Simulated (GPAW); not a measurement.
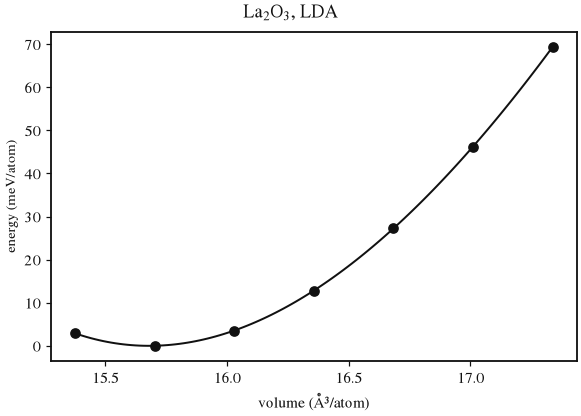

The picture above shows the energy against volume for La₂O₃, space group P-3m1 (No. 164).

Structure:
```
CELL_PARAMETERS angstrom
3.93078 0.00000 0.00000
-1.96539 3.40415 0.00000
0.00000 0.00000 6.11195
ATOMIC_POSITIONS crystal
La 0.33333 0.66667 0.24624
La 0.66667 0.33333 0.75376
O 0.00000 0.00000 0.00000
O 0.33333 0.66667 0.64589
O 0.66667 0.33333 0.35411
```

Method: PAW DFT in plane waves, on a grid or in atomic orbitals, no spin polarisation; energies at scaled volumes of the given cell, shape and fractions fixed, counted from the fit's minimum, third-order Birch-Murnaghan fit (GPAW 26.7.0). Level: LDA.

- k mesh: 5×5×3
- occupations: Fermi–Dirac
- smearing width: 0.05 eV
- potentials: GPAW PAW data sets (gpaw data 1.2.1)
- wave cutoff: 800 eV
- program settings: basis pw

This calculation gives: equilibrium volume 15.68 Å³/atom and bulk modulus 152 GPa.

Now the level changes from LDA to PBE. Predict the effect.

The equilibrium volume rises from 15.68 to 16.64 Å³/atom (+6.1 %) and the bulk modulus falls from 152 to 129 GPa (−15 %). As usual, the local density approximation binds more tightly than this gradient-corrected functional.

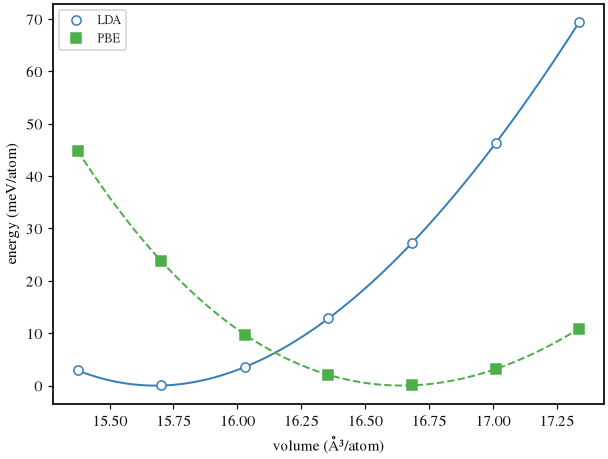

The two results together.

For both, limits of the calculation: compensation charges of f shells cut short; shape and atomic fractions are frozen while scaling, which makes layered, chain and framework solids too stiff.

V0 and the bulk modulus come from third-order Birch–Murnaghan fits.
